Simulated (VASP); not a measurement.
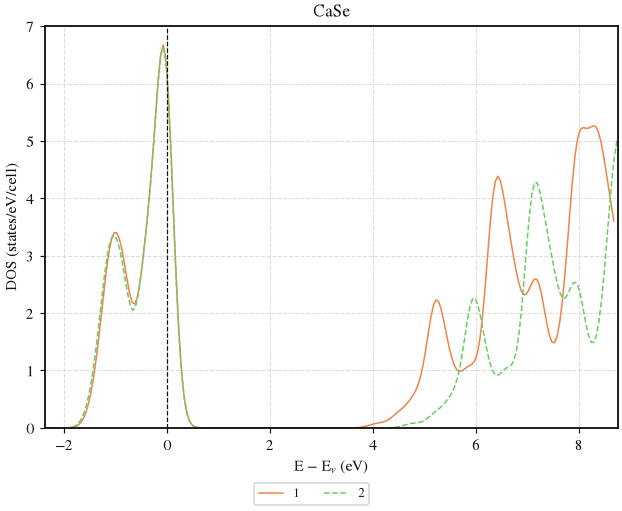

Total densities of states of CaSe, space group F-43m, 2 atoms in the cell, zincblende type, by two methods on the same cell. The curves are built from the levels of the k mesh with Gaussians 0.4 eV wide, which also blur the band edges. Each is counted from its own valence-band top.

Which curve is which? The methods: PBE0 (VASP), HSE06 (VASP).

Answer. 1 is HSE06 (VASP); 2 is PBE0 (VASP). HSE06 (VASP) gives a gap of 4.09 eV and PBE0 (VASP) gives a gap of 4.77 eV.

Settings. HSE06 (VASP): DFT, HSE06, plane waves, PAW, 4×4×4 k mesh, 520 eV cutoff (VASP). PBE0 (VASP): DFT, PBE0, plane waves, PAW, 4×4×4 k mesh, 520 eV cutoff (VASP 6.6.1).
